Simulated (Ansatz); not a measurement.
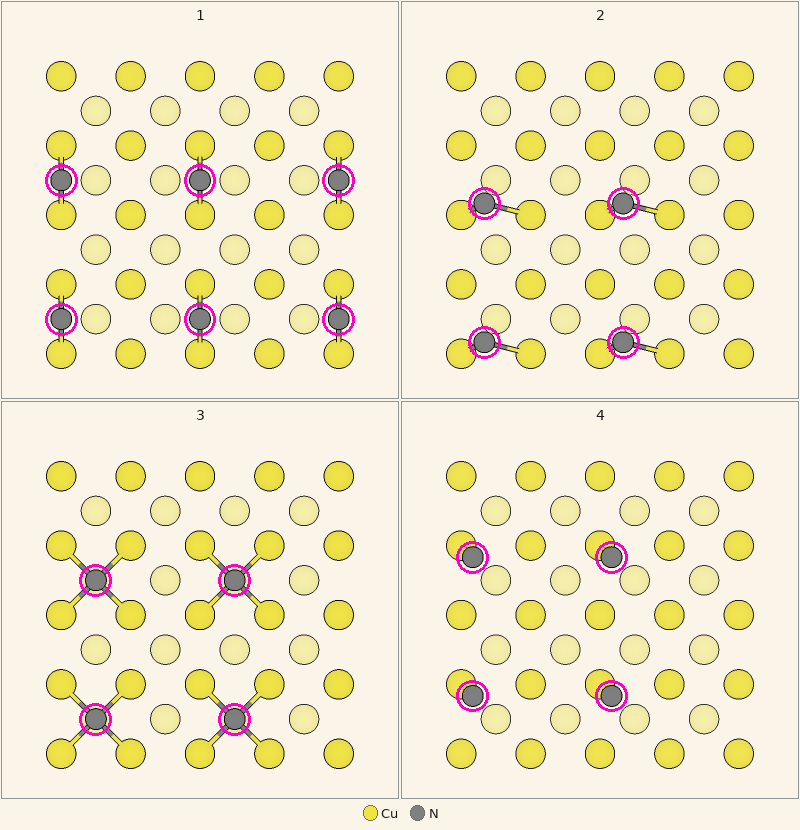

N on a Cu(100) slab cut from the Fm-3m phase, its upper half relaxed before the scan (12 atoms of substrate and one adsorbate in a 2 × 2 cell). 
- N is moved over the surface cell; relaxed at each place: the height of the adsorbate's atoms; substrate rigid; the origin of the map has the adsorbate above Cu9.
- Places are given modulo a cell vector. The map is drawn in real space over the plane of the surface.
- The grid has 6 × 6 points; 10 points were computed and 26 follow by symmetry.
- Places are given in fractions of the 1 × 1 surface cell.
- Energies: eV, counted from the lowest grid point.
- These are results of DFT PBE, scalar-relativistic, plane waves, PAW in Ansatz, not measurements. Settings: cutoff 420 eV, k-mesh 5×5×1, gaussian smearing 0.1 eV, no spin polarisation.

The numbered pictures are structures from this grid. Rings mark the moved atoms.

Q: Rank them by energy, lowest first.

A: 3, at a fourfold hollow over a second-layer Cu atom, (3/6, 3/6) of the cell vectors: 0.00 eV; 1, at a bridge site between two Cu atoms, (0/6, 3/6) of the cell vectors: 1.60 eV; 2, at (2/6, 1/6) of the cell vectors [nearest 1 Cu at 1.68 Å]: 2.20 eV; 4, at (1/6, 5/6) of the cell vectors [nearest 1 Cu at 1.68 Å]: 2.80 eV.

The map, with the structures marked:

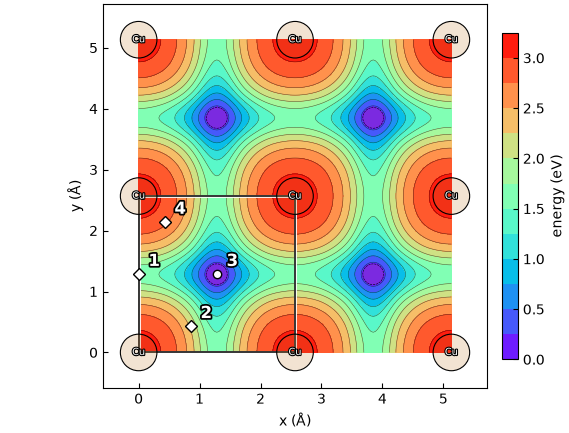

Drawn: filled contours, labelled circles for the atoms of the top layer and small ones for the second layer, the outline of one cell of the 2 × 2 shown. Between grid points the surface is interpolated.

PAW datasets: the set soft_1.
